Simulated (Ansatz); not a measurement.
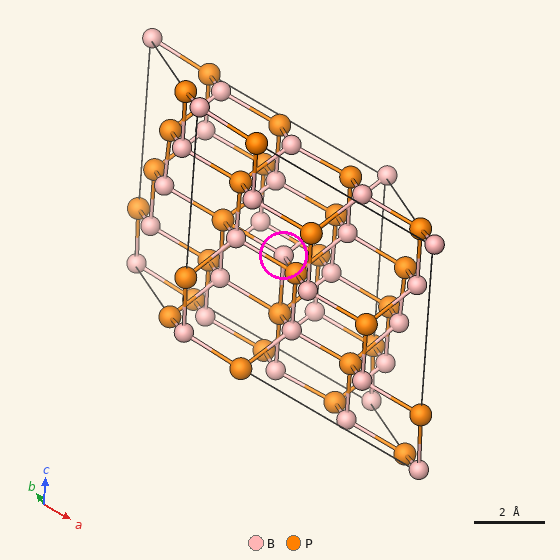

Drawn in the ball-and-stick manner and seen slightly off an axis. The box is the supercell; atoms on or close to its faces, edges and corners are drawn wherever they repeat. The host is BP, in a cell of 32 sites, and the cell carries a charge of +1. A ring marks the defect's site.

Identify the point defect.

Answer. An interstitial boron atom. It is bonded to four P in a tetrahedral arrangement at about 2.0 Å.

The atoms were relaxed in the host's cell with DFT PBE, scalar-relativistic, plane waves, PAW in Ansatz.
